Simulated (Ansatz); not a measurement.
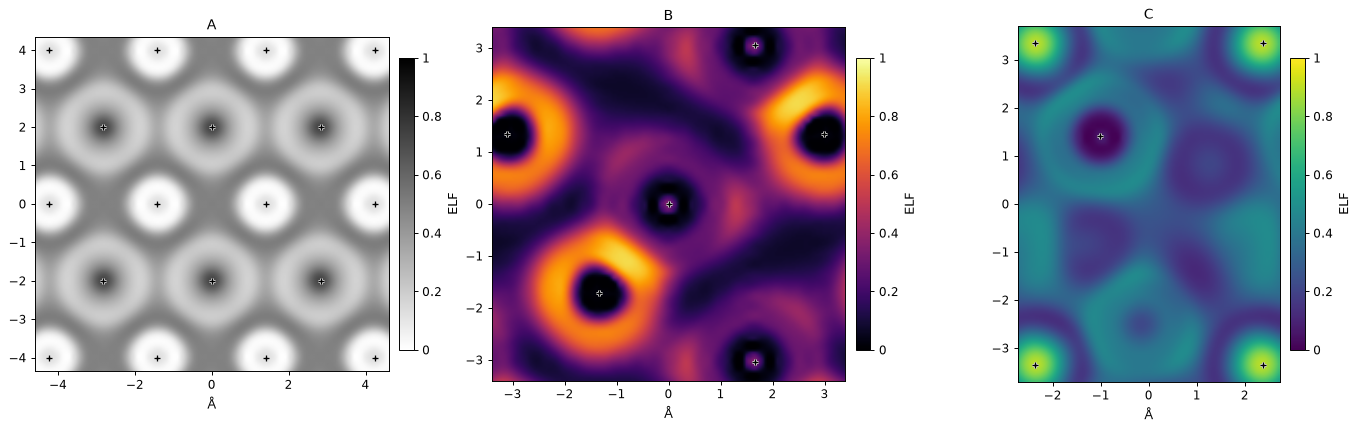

The electron localisation function of 3 systems, each on a plane through atoms (crosses mark nuclei in the plane).

Computed with Ansatz 0.2.0, DFT LDA, scalar-relativistic, plane waves, PAW.

System 1: AlNi, the (101̄) plane of the conventional cell. Space group Pm-3m; computed without spin polarisation.

```
Al Ni
1.0
     2.83249    0.00000    0.00000
     0.00000    2.83249    0.00000
     0.00000    0.00000    2.83249
Al Ni
1 1
Direct
  0.00000 0.00000 0.00000
  0.50000 0.50000 0.50000
```

System 2: GaP, the (100) plane of the conventional cell. Space group Pa-3; a generated structure, not necessarily the stable one; computed pressure about 31 GPa in this cell.

```
Ga P
1.0
     6.09775    0.00000    0.00000
     0.00000    6.09775    0.00000
     0.00000    0.00000    6.09775
Ga P
8 8
Direct
  0.11381 0.11381 0.11381
  0.88619 0.88619 0.88619
  0.38619 0.88619 0.61381
  0.61381 0.11381 0.38619
  0.61381 0.38619 0.88619
  0.38619 0.61381 0.11381
  0.88619 0.61381 0.38619
  0.11381 0.38619 0.61381
  0.60530 0.60530 0.60530
  0.39470 0.39470 0.39470
  0.89470 0.39470 0.10530
  0.10530 0.60530 0.89470
  0.10530 0.89470 0.39470
  0.89470 0.10530 0.60530
  0.39470 0.10530 0.89470
  0.60530 0.89470 0.10530
```

System 3: FeGe, the (101) plane of the conventional cell. Space group P2₁3; a generated structure, not necessarily the stable one; changed on purpose from its base cell (volume × 1.03); computed pressure about −18 GPa in this cell; spin-polarised.

```
Fe Ge
1.0
     4.74603    0.00000    0.00000
     0.00000    4.74603    0.00000
     0.00000    0.00000    4.74603
Fe Ge
4 4
Direct
  0.12657 0.12657 0.12657
  0.37343 0.87343 0.62657
  0.62657 0.37343 0.87343
  0.87343 0.62657 0.37343
  0.83854 0.83854 0.83854
  0.66146 0.16146 0.33854
  0.33854 0.66146 0.16146
  0.16146 0.33854 0.66146
```

Match each panel to its system.

Panel A is system 1, AlNi: the plane holds Al and Ni. Al–Ni (2.45 Å): the ELF is about 0.40 at the midpoint. Panel B is system 2, GaP: the plane holds Ga and P. Ga–P (2.17 Å): the ELF peaks at about 0.90 in the valence shell of P, 0.8 Å from its nucleus, and is about 0.75 at the midpoint. Panel C is system 3, FeGe: the plane holds Fe and Ge. Fe–Ge (2.37 Å): the ELF is about 0.45 at the midpoint.
